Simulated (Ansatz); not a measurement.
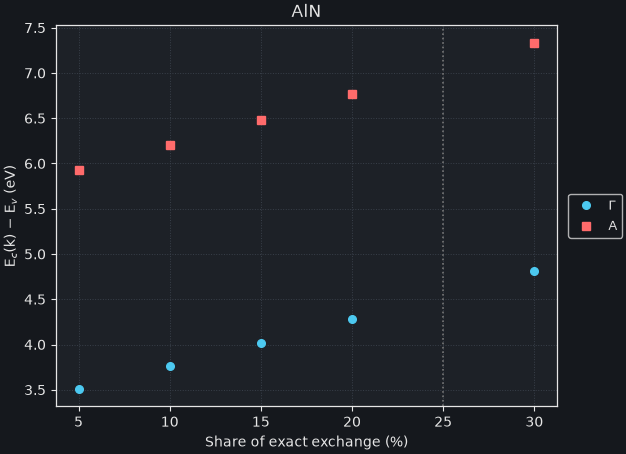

Lowest conduction level at each named k point, counted from the valence-band top at Γ. One run is left out (dotted line).

System: AlN, space group P6_3/mmc, 4 atoms in the cell; a = 3.312 Å, c = 4.188 Å (hexagonal axes). The share of short-range exact exchange is varied in a hybrid of HSE form (ω = 0.2 Å⁻¹). Ansatz 0.2.0; Ansatz PAW, no spin polarisation, no spin-orbit coupling, 5×5×4 k mesh, 420 eV cutoff, Fermi-Dirac smearing of 0.05 eV.

```
exact exchange  Γ (eV)  A (eV)
           5 %    3.51    5.93
          10 %    3.76    6.21
          15 %    4.02    6.49
          20 %    4.28    6.77
          30 %    4.81    7.34
```

### Estimate the values at 25 %.

Fits through the other points give 4.55 eV at Γ and 7.05 eV at A (straight lines). The run itself gives 4.54 and 7.05 eV, within 0.01 eV of the estimates.

### How fast do the levels move with the share?

Straight lines have slopes of +0.52 at Γ and +0.56 at A (eV for each 10 % of exact exchange).

### Which of these conduction levels is lowest, and does that change?

The lowest is the one at Γ, over the whole range, so among these points the gap stays direct.

The k mesh is coarse, so the values aren't converged, least of all with exact exchange. The PAW data sets were made with another functional. The usual form of AlN is wurtzite. The mesh misses K and H, where a smaller gap can lie.
